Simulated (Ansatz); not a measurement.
```xyz
10
Lattice="2.8707 0.0000 0.0000 0.0000 2.9240 0.0000 0.0000 0.0000 25.9731" Properties=species:S:1:pos:R:3 pbc="T T T"
N     0.0000    1.4620    7.6800
Ta    1.4354    0.0000    8.2680
N     0.0000    0.0000   10.0207
Ta    1.4354    1.4620   10.8518
N     0.0000    1.4620   12.5543
Ta    1.4354    0.0000   13.3915
N     0.0000    0.0000   15.0893
Ta    1.4354    1.4620   15.9394
N     0.0000    1.4620   17.6053
Ta    1.4354    0.0000   18.4650
```

All numbers below come from Ansatz 0.2.0, DFT PBEsol, scalar-relativistic, plane waves, PAW.

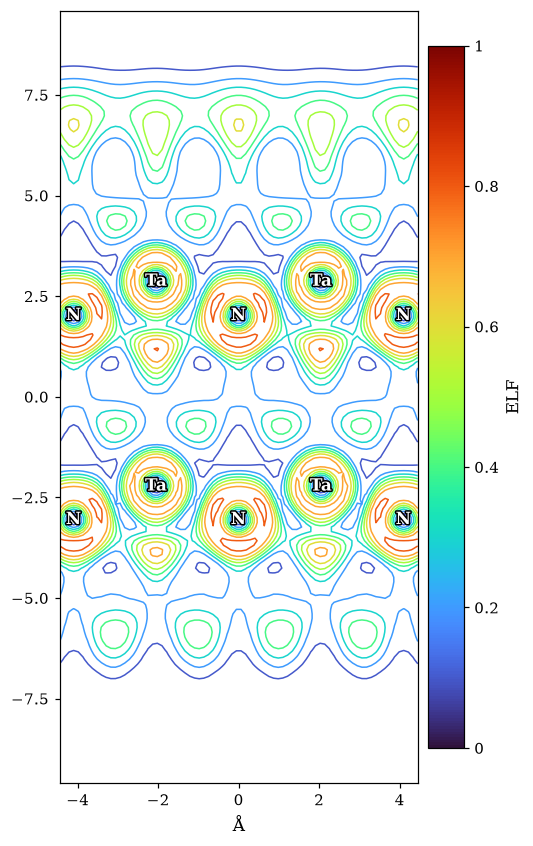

TaN (slab). ELF on the (11̄0) plane of the calculation cell, a cut from vacuum to vacuum.

In a PAW calculation such maps are meaningful between the atoms, not at the nuclei.

Question: Interpret the plot.

Answer: The section cuts through N and Ta sites. Ta–N (2.21 Å): the ELF peaks at about 0.80 in the valence shell of N, 0.7 Å from its nucleus, and is about 0.20 at the midpoint; no localised pair shows between them. The features right at Ta lie inside the PAW spheres, where the map follows smoothed inner orbitals and isn't to be read closely.
